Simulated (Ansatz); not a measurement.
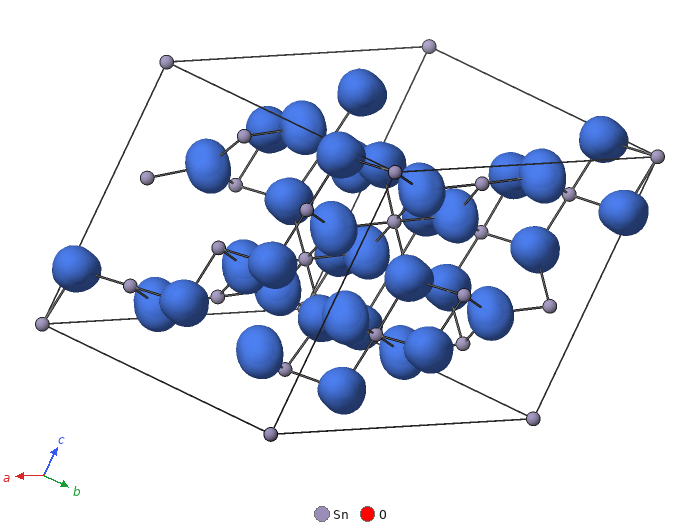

Figure 1: Sn16O31 (cell charge +2, with a compensating background) (cell with a defect). Isosurface of the electron localisation function at 0.75 (blue), seen at an oblique angle. Core shells and regions of very low density are left out. Sticks mark near contacts.

Level of theory: DFT PBE, scalar-relativistic, plane waves, PAW (Ansatz 0.2.0).

Core electrons are frozen (PAW), and the valence fields are smoothed inside the atomic spheres.

### Identify the bonds, lone pairs and shells in this picture.

The ELF exceeds this value in 31 regions wrapped around O (the valence shell of each), counted in one cell of 47 atoms. Regions shared between cells count once. Along the contacts the grid gives the following. Sn–O (1.98 Å): the ELF peaks at about 0.80 in the valence shell of O, 0.6 Å from its nucleus, and is about 0.25 at the midpoint (no localised pair shows between them). Sn–O (2.03 Å): the ELF peaks at about 0.80 in the valence shell of O, 0.6 Å from its nucleus, and is about 0.25 at the midpoint (no localised pair shows between them).
